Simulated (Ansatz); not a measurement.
System: W, space group Im-3m (No. 229).

Starting cell:
```xyz
4
Lattice="-1.5973 1.5973 -1.5973 -1.5973 -1.5973 1.5973 0.0000 6.3892 6.3892" Properties=species:S:1:pos:R:3 pbc="T T T"
W     0.0000    5.5905    5.5905
W    -1.5973    0.7986    0.7986
W     0.0000    2.3960    2.3960
W    -1.5973    3.9932    3.9932
```

How it was computed, with Ansatz 0.2.0: rigid slide of a crystal across a plane by tilting cell vector c, one fault a cell, unrelaxed, by plane-wave density functional theory with PAW datasets, free energies less that of the undisturbed cell; scalar-relativistic. Level: PBEsol, no spin polarisation.

- wave cutoff: 420 eV
- k mesh: 18×18×5
- occupations: Gaussian
- smearing width: 0.15 eV
- k shift: (0, 0, 0) (mesh steps)
- start: as given
- height of the cut: 0 (fraction of cell vector c)
- slip vector: (1, -1) (multiples of cell vectors a and b)

The points at slip 0.5833, 0.6667, 0.75, 0.8333 and 0.9167 follow from computed ones by symmetry.

Predict the fault energy and shear traction against slip. The slip takes the values 0.0000, 0.0833, 0.1667, 0.2500, 0.3333, 0.4167, 0.5000, 0.5833, 0.6667, 0.7500, 0.8333, 0.9167.

The highest fault energy among the points, the barrier to rigid slip along this vector, is 4910 mJ/m² at slip 0.5; no local minimum, hence no metastable fault, shows among the points. The shear traction goes from 0.00 GPa at slip 0.0000 to −21.11 GPa at 0.9167, not monotonically, with a high of 38.36 GPa at 0.4167 and a low of −38.36 GPa at 0.5833. The spacing at cut is 2.26 Å.

```json
{"slip (fraction of the slip vector)": "0.0000", "fault energy (mJ/m²)": "0.0", "shear traction (GPa)": "0.00"}
{"slip (fraction of the slip vector)": "0.0833", "fault energy (mJ/m²)": "447.3", "shear traction (GPa)": "21.11"}
{"slip (fraction of the slip vector)": "0.1667", "fault energy (mJ/m²)": "1211.1", "shear traction (GPa)": "14.21"}
{"slip (fraction of the slip vector)": "0.2500", "fault energy (mJ/m²)": "1597.5", "shear traction (GPa)": "12.89"}
{"slip (fraction of the slip vector)": "0.3333", "fault energy (mJ/m²)": "2536.9", "shear traction (GPa)": "37.49"}
{"slip (fraction of the slip vector)": "0.4167", "fault energy (mJ/m²)": "4099.3", "shear traction (GPa)": "38.36"}
{"slip (fraction of the slip vector)": "0.5000", "fault energy (mJ/m²)": "4911.9", "shear traction (GPa)": "-0.02"}
{"slip (fraction of the slip vector)": "0.5833", "fault energy (mJ/m²)": "4099.3", "shear traction (GPa)": "-38.36"}
{"slip (fraction of the slip vector)": "0.6667", "fault energy (mJ/m²)": "2536.9", "shear traction (GPa)": "-37.49"}
{"slip (fraction of the slip vector)": "0.7500", "fault energy (mJ/m²)": "1597.5", "shear traction (GPa)": "-12.89"}
{"slip (fraction of the slip vector)": "0.8333", "fault energy (mJ/m²)": "1211.1", "shear traction (GPa)": "-14.21"}
{"slip (fraction of the slip vector)": "0.9167", "fault energy (mJ/m²)": "447.3", "shear traction (GPa)": "-21.11"}
```

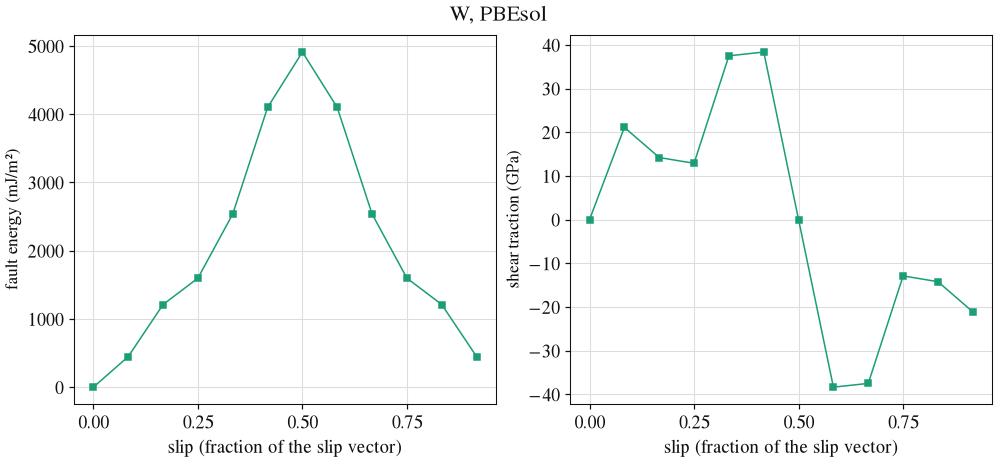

Keep in mind: atoms far too close at some points of the scan; reference crystal is not relaxed.
